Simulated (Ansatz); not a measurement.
**Geometry relaxation, with input and output: SiC (part 3 of 3)**

Continued. System: SiC (slab, 24 atoms in the cell). Method: DFT PBE+D3(BJ), scalar-relativistic, plane waves, PAW, no spin polarisation (Ansatz 0.2.0); cutoff 420 eV, 3×3×1 k-mesh, Gaussian smearing of 0.05 eV. The structure derives from an entry of the Crystallography Open Database. The input holds or restrains some coordinates. It belongs to a series of runs on one base structure; here: clean slab, lower planes held.

Geometry of the input (Å; fractional positions):
```
6.1500  0.0000  0.0000
-3.0750  5.3261  0.0000
0.0000  0.0000  21.6491
C  0.5000  0.0000  0.3695
C  0.5000  0.5000  0.3695
C  0.0000  0.0000  0.3695
C  -0.0000  0.5000  0.3695
Si 0.1667  0.8333  0.3985
Si 0.1667  0.3333  0.3985
Si 0.6667  0.8333  0.3985
Si 0.6667  0.3333  0.3985
C  0.6667  0.8333  0.4855
C  0.6667  0.3333  0.4855
C  0.1667  0.8333  0.4855
C  0.1667  0.3333  0.4855
Si 0.3333  0.6667  0.5145
Si 0.3333  0.1667  0.5145
Si 0.8333  0.6667  0.5145
Si 0.8333  0.1667  0.5145
C  0.8333  0.6667  0.6015
C  0.8333  0.1667  0.6015
C  0.3333  0.6667  0.6015
C  0.3333  0.1667  0.6015
Si 0.5000  0.5000  0.6305
Si 0.5000  0.0000  0.6305
Si -0.0000  0.5000  0.6305
Si 0.0000  0.0000  0.6305
```

Output, continued:
```
  k-point 2: bands = ["-14.8570", "-14.8570", "-14.8570", "-13.5295", "-13.5295", "-13.5295", "-12.3477", "-11.7980", "-11.3233", "-11.3233", "-11.3233", "-9.5745", "-8.8199", "-8.2673", "-7.3695", "-7.3695", "-7.3695", "-7.3090", "-6.3944", "-6.3944", "-6.3944", "-6.2837", "-6.1556", "-5.4673", "-5.4673", "-5.4673", "-4.9184", "-4.4273", "-4.4273", "-4.4273", "-4.2693", "-4.2693", "-4.2693", "-3.6545", "-3.5678", "-3.5678", "-3.5678", "-3.0710", "-2.8751", "-2.8751", "-2.8751", "-1.6495", "-1.6495", "-1.6495", "-0.3008", "0.0638", "0.0638", "0.0638", "0.4950", "0.4950", "0.4950", "0.5862", "3.6548", "3.8811", "3.8811", "3.8811", "3.9910", "4.6993", "4.7099", "4.7099", "4.7099", "5.2250", "5.2250", "5.2250", "5.9742", "5.9742", "5.9742", "6.5791", "6.5791", "6.5791", "7.0189", "7.0450"]
--- Relaxed structure (5 steps of the walk, 5 accepted, 0 SCFs on fresh bases) ---
  F+E_penalty+E_count = -10635.46299684 eV   max|allowed force component| = 2.737e-2 eV/Å
  atoms:
    - { symbol: C, position: [0.5, 0.0, 0.36952977380000007] }
    - { symbol: C, position: [0.5, 0.5, 0.36952977380000007] }
    - { symbol: C, position: [0.0, 0.0, 0.36952977380000007] }
    - { symbol: C, position: [0.0, 0.5, 0.36952977380000007] }
    - { symbol: Si, position: [0.16666666666666663, 0.8333333333333335, 0.39852315740000005] }
    - { symbol: Si, position: [0.16666666666666666, 0.33333333333333337, 0.39852315740000005] }
    - { symbol: Si, position: [0.6666666666666666, 0.8333333333333335, 0.39852315740000005] }
    - { symbol: Si, position: [0.6666666666666665, 0.33333333333333337, 0.39852315740000005] }
    - { symbol: C, position: [0.6666666666666666, 0.8333333333333335, 0.48550330820000004] }
    - { symbol: C, position: [0.6666666666666665, 0.33333333333333337, 0.48550330820000004] }
    - { symbol: C, position: [0.16666666666666663, 0.8333333333333335, 0.48550330820000004] }
    - { symbol: C, position: [0.16666666666666666, 0.33333333333333337, 0.48550330820000004] }
    - { symbol: Si, position: [0.3333333333333334, 0.6666666666666667, 0.5123910120003449] }
    - { symbol: Si, position: [0.33333333333333337, 0.16666666666666669, 0.5123910120003449] }
    - { symbol: Si, position: [0.8333333333333336, 0.6666666666666667, 0.5123910120003449] }
    - { symbol: Si, position: [0.8333333333333336, 0.16666666666666669, 0.5123910120003449] }
    - { symbol: C, position: [0.8333333333333336, 0.6666666666666667, 0.6032667155076433] }
    - { symbol: C, position: [0.8333333333333336, 0.16666666666666669, 0.6032667155076433] }
    - { symbol: C, position: [0.3333333333333334, 0.6666666666666667, 0.6032667155076433] }
    - { symbol: C, position: [0.33333333333333337, 0.16666666666666669, 0.6032667155076433] }
    - { symbol: Si, position: [0.5, 0.5, 0.6271878490818353] }
    - { symbol: Si, position: [0.5, -9.803852547761392e-35, 0.6271878490818353] }
    - { symbol: Si, position: [0.0, 0.5, 0.6271878490818353] }
    - { symbol: Si, position: [-1.4812677120547065e-18, 6.251720706583467e-34, 0.6271878490818353] }
```

Trajectory as extended XYZ (Å, eV, eV/Å), 5 frames, from step=1 to step=5:
```
24
Lattice="6.1500 0.0000 0.0000 -3.0750 5.3261 0.0000 0.0000 0.0000 21.6491" Properties=species:S:1:pos:R:3:forces:R:3 step=1 energy=-10635.19820
C     3.0750    0.0000    8.0000    0.0000   0.0000   2.1744
C     1.5375    2.6630    8.0000    0.0000   0.0000   2.1744
C     0.0000    0.0000    8.0000    0.0000   0.0000   2.1744
C    -1.5375    2.6630    8.0000    0.0000   0.0000   2.1744
Si   -1.5375    4.4384    8.6277    0.0000   0.0000  -2.9842
Si    0.0000    1.7754    8.6277    0.0000   0.0000  -2.9842
Si    1.5375    4.4384    8.6277    0.0000   0.0000  -2.9842
Si    3.0750    1.7754    8.6277    0.0000   0.0000  -2.9842
C     1.5375    4.4384   10.5107    0.0000   0.0000   1.2143
C     3.0750    1.7754   10.5107    0.0000   0.0000   1.2143
C    -1.5375    4.4384   10.5107    0.0000   0.0000   1.2143
C     0.0000    1.7754   10.5107    0.0000   0.0000   1.2143
Si    0.0000    3.5507   11.1384    0.0000   0.0000  -1.0253
Si    1.5375    0.8877   11.1384    0.0000   0.0000  -1.0253
Si    3.0750    3.5507   11.1384    0.0000   0.0000  -1.0253
Si    4.6125    0.8877   11.1384    0.0000   0.0000  -1.0253
C     3.0750    3.5507   13.0215    0.0000   0.0000   1.2432
C     4.6125    0.8877   13.0215    0.0000   0.0000   1.2432
C     0.0000    3.5507   13.0215    0.0000   0.0000   1.2432
C     1.5375    0.8877   13.0215    0.0000   0.0000   1.2432
Si    1.5375    2.6630   13.6491    0.0000   0.0000  -0.6228
Si    3.0750    0.0000   13.6491    0.0000   0.0000  -0.6228
Si   -1.5375    2.6630   13.6491    0.0000   0.0000  -0.6228
Si    0.0000    0.0000   13.6491    0.0000   0.0000  -0.6228
24
Lattice="6.1500 0.0000 0.0000 -3.0750 5.3261 0.0000 0.0000 0.0000 21.6491" Properties=species:S:1:pos:R:3:forces:R:3 step=2 energy=-10635.33166
C     3.0750    0.0000    8.0000    0.0000   0.0000   2.1695
C     1.5375    2.6630    8.0000    0.0000   0.0000   2.1695
C     0.0000    0.0000    8.0000    0.0000   0.0000   2.1695
C    -1.5375    2.6630    8.0000    0.0000   0.0000   2.1695
Si   -1.5375    4.4384    8.6277    0.0000   0.0000  -3.0772
Si    0.0000    1.7754    8.6277    0.0000   0.0000  -3.0772
Si    1.5375    4.4384    8.6277    0.0000   0.0000  -3.0772
Si    3.0750    1.7754    8.6277    0.0000   0.0000  -3.0772
C     1.5375    4.4384   10.5107    0.0000   0.0000   1.0912
C     3.0750    1.7754   10.5107    0.0000   0.0000   1.0912
C    -1.5375    4.4384   10.5107    0.0000   0.0000   1.0912
C     0.0000    1.7754   10.5107    0.0000   0.0000   1.0912
Si    0.0000    3.5507   11.1192    0.0000   0.0000  -0.6794
Si    1.5375    0.8877   11.1192    0.0000   0.0000  -0.6794
Si    3.0750    3.5507   11.1192    0.0000   0.0000  -0.6794
Si    4.6125    0.8877   11.1192    0.0000   0.0000  -0.6794
C     3.0750    3.5507   13.0219    0.0000   0.0000   0.8931
C     4.6125    0.8877   13.0219    0.0000   0.0000   0.8931
C     0.0000    3.5507   13.0219    0.0000   0.0000   0.8931
C     1.5375    0.8877   13.0219    0.0000   0.0000   0.8931
Si    1.5375    2.6630   13.6165    0.0000   0.0000  -0.3971
Si    3.0750    0.0000   13.6165    0.0000   0.0000  -0.3971
Si   -1.5375    2.6630   13.6165    0.0000   0.0000  -0.3971
Si    0.0000    0.0000   13.6165    0.0000   0.0000  -0.3971
24
Lattice="6.1500 0.0000 0.0000 -3.0750 5.3261 0.0000 0.0000 0.0000 21.6491" Properties=species:S:1:pos:R:3:forces:R:3 step=3 energy=-10635.44083
C     3.0750    0.0000    8.0000    0.0000   0.0000   2.1752
C     1.5375    2.6630    8.0000    0.0000   0.0000   2.1752
C     0.0000    0.0000    8.0000    0.0000   0.0000   2.1752
C    -1.5375    2.6630    8.0000    0.0000   0.0000   2.1752
Si   -1.5375    4.4384    8.6277    0.0000   0.0000  -3.2290
Si    0.0000    1.7754    8.6277    0.0000   0.0000  -3.2290
Si    1.5375    4.4384    8.6277    0.0000   0.0000  -3.2290
Si    3.0750    1.7754    8.6277    0.0000   0.0000  -3.2290
C     1.5375    4.4384   10.5107    0.0000   0.0000   1.2793
C     3.0750    1.7754   10.5107    0.0000   0.0000   1.2793
C    -1.5375    4.4384   10.5107    0.0000   0.0000   1.2793
C     0.0000    1.7754   10.5107    0.0000   0.0000   1.2793
Si    0.0000    3.5507   11.1061    0.0000   0.0000   0.0349
Si    1.5375    0.8877   11.1061    0.0000   0.0000   0.0349
Si    3.0750    3.5507   11.1061    0.0000   0.0000   0.0349
Si    4.6125    0.8877   11.1061    0.0000   0.0000   0.0349
C     3.0750    3.5507   13.0914    0.0000   0.0000  -0.0706
C     4.6125    0.8877   13.0914    0.0000   0.0000  -0.0706
C     0.0000    3.5507   13.0914    0.0000   0.0000  -0.0706
C     1.5375    0.8877   13.0914    0.0000   0.0000  -0.0706
Si    1.5375    2.6630   13.6259    0.0000   0.0000  -0.1921
Si    3.0750    0.0000   13.6259    0.0000   0.0000  -0.1921
Si   -1.5375    2.6630   13.6259    0.0000   0.0000  -0.1921
Si    0.0000    0.0000   13.6259    0.0000   0.0000  -0.1921
24
Lattice="6.1500 0.0000 0.0000 -3.0750 5.3261 0.0000 0.0000 0.0000 21.6491" Properties=species:S:1:pos:R:3:forces:R:3 step=4 energy=-10635.46300
C     3.0750    0.0000    8.0000    0.0000   0.0000   2.1703
C     1.5375    2.6630    8.0000    0.0000   0.0000   2.1703
C     0.0000    0.0000    8.0000    0.0000   0.0000   2.1703
C    -1.5375    2.6630    8.0000    0.0000   0.0000   2.1703
Si   -1.5375    4.4384    8.6277    0.0000   0.0000  -3.2469
Si    0.0000    1.7754    8.6277    0.0000   0.0000  -3.2469
Si    1.5375    4.4384    8.6277    0.0000   0.0000  -3.2469
Si    3.0750    1.7754    8.6277    0.0000   0.0000  -3.2469
C     1.5375    4.4384   10.5107    0.0000   0.0000   1.0779
C     3.0750    1.7754   10.5107    0.0000   0.0000   1.0779
C    -1.5375    4.4384   10.5107    0.0000   0.0000   1.0779
C     0.0000    1.7754   10.5107    0.0000   0.0000   1.0779
Si    0.0000    3.5507   11.0928    0.0000   0.0000  -0.0120
Si    1.5375    0.8877   11.0928    0.0000   0.0000  -0.0120
Si    3.0750    3.5507   11.0928    0.0000   0.0000  -0.0120
Si    4.6125    0.8877   11.0928    0.0000   0.0000  -0.0120
C     3.0750    3.5507   13.0602    0.0000   0.0000   0.0274
C     4.6125    0.8877   13.0602    0.0000   0.0000   0.0274
C     0.0000    3.5507   13.0602    0.0000   0.0000   0.0274
C     1.5375    0.8877   13.0602    0.0000   0.0000   0.0274
Si    1.5375    2.6630   13.5781    0.0000   0.0000  -0.0167
Si    3.0750    0.0000   13.5781    0.0000   0.0000  -0.0167
Si   -1.5375    2.6630   13.5781    0.0000   0.0000  -0.0167
Si    0.0000    0.0000   13.5781    0.0000   0.0000  -0.0167
24
Lattice="6.1500 0.0000 0.0000 -3.0750 5.3261 0.0000 0.0000 0.0000 21.6491" Properties=species:S:1:pos:R:3:forces:R:3 step=5 energy=-10635.46300
C     3.0750    0.0000    8.0000    0.0000   0.0000   2.1703
C     1.5375    2.6630    8.0000    0.0000   0.0000   2.1703
C     0.0000    0.0000    8.0000    0.0000   0.0000   2.1703
C    -1.5375    2.6630    8.0000    0.0000   0.0000   2.1703
Si   -1.5375    4.4384    8.6277    0.0000   0.0000  -3.2469
Si    0.0000    1.7754    8.6277    0.0000   0.0000  -3.2469
Si    1.5375    4.4384    8.6277    0.0000   0.0000  -3.2469
Si    3.0750    1.7754    8.6277    0.0000   0.0000  -3.2469
C     1.5375    4.4384   10.5107    0.0000   0.0000   1.0780
C     3.0750    1.7754   10.5107    0.0000   0.0000   1.0780
C    -1.5375    4.4384   10.5107    0.0000   0.0000   1.0780
C     0.0000    1.7754   10.5107    0.0000   0.0000   1.0780
Si    0.0000    3.5507   11.0928    0.0000   0.0000  -0.0120
Si    1.5375    0.8877   11.0928    0.0000   0.0000  -0.0120
Si    3.0750    3.5507   11.0928    0.0000   0.0000  -0.0120
Si    4.6125    0.8877   11.0928    0.0000   0.0000  -0.0120
C     3.0750    3.5507   13.0602    0.0000   0.0000   0.0274
C     4.6125    0.8877   13.0602    0.0000   0.0000   0.0274
C     0.0000    3.5507   13.0602    0.0000   0.0000   0.0274
C     1.5375    0.8877   13.0602    0.0000   0.0000   0.0274
Si    1.5375    2.6630   13.5781    0.0000   0.0000  -0.0167
Si    3.0750    0.0000   13.5781    0.0000   0.0000  -0.0167
Si   -1.5375    2.6630   13.5781    0.0000   0.0000  -0.0167
Si    0.0000    0.0000   13.5781    0.0000   0.0000  -0.0167
```

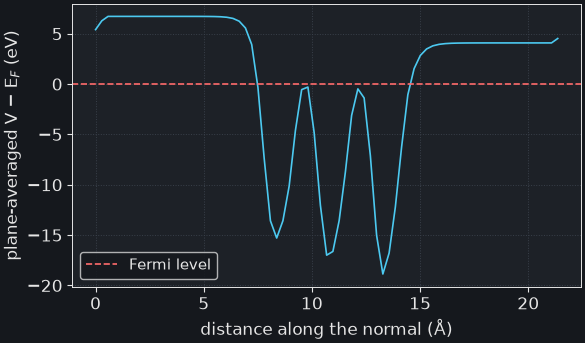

*Plane average of the electrostatic potential energy of an electron across the cell, from the Fermi level.*

The vacuum level lies 4.09 eV above the Fermi level on the upper side and 6.72 eV on the lower.

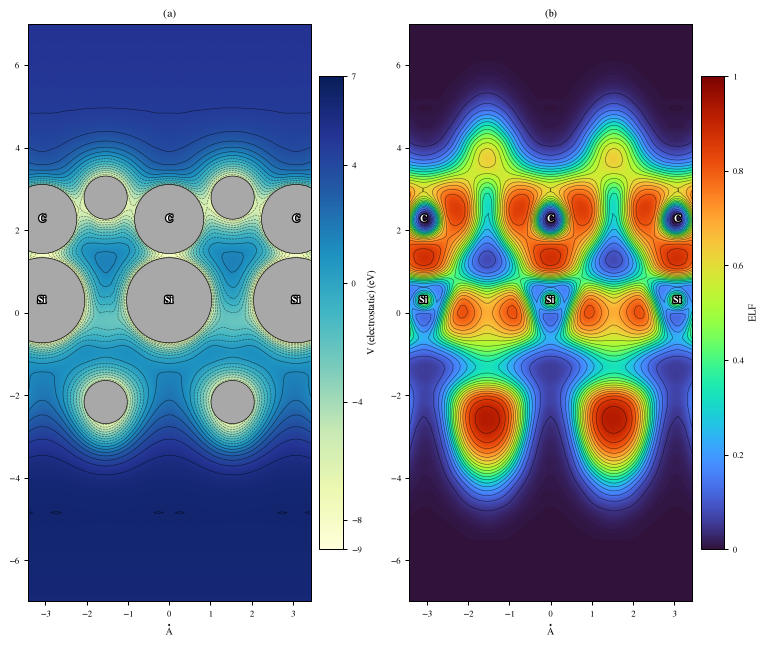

*(a) electrostatic potential energy of an electron; (b) electron localisation function on the (100) plane of the calculation cell, a cut from vacuum to vacuum. Grey discs, where drawn, cover atomic cores.*

The plane passes through Si and C nuclei. Si–C (1.97 Å): the ELF peaks at about 0.90 between the atoms, as expected for localised, shared-pair bonding. The fields are those of the smooth PAW valence density.

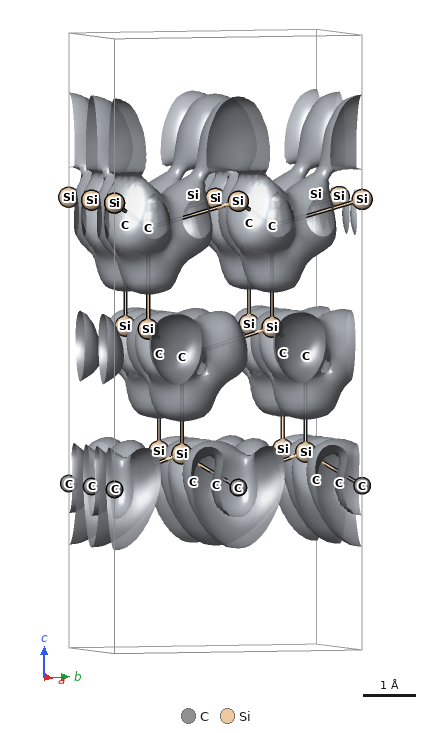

*Isosurface of the ELF at 0.7 (grey), seen at an oblique angle. Core shells and regions of very low density are left out. Sticks mark near contacts.*

Counts are for one cell; the picture repeats the cell along the surface.  Values along the shortest contacts:

Summary:

- outcome: converged under the restraints of the input
- electrons treated: 96
- free energy: −10635.4630 eV
- work function, top face: 4.09 eV
- work function, bottom face: 6.72 eV
- Fermi energy: 0.119 eV
- gap on the k-point mesh: none (metallic)
- final volume: 709.12 Å³
- work function (upper face): 4.09 eV
- largest force (length of the vector) at the end, held atoms and coordinates included: 3.247 eV/Å
- wall time: 48 s (CPU time 93 s)
- peak memory: 0.95 GiB

Warnings of the run: the exchange-correlation potential is rough where the density is thin.
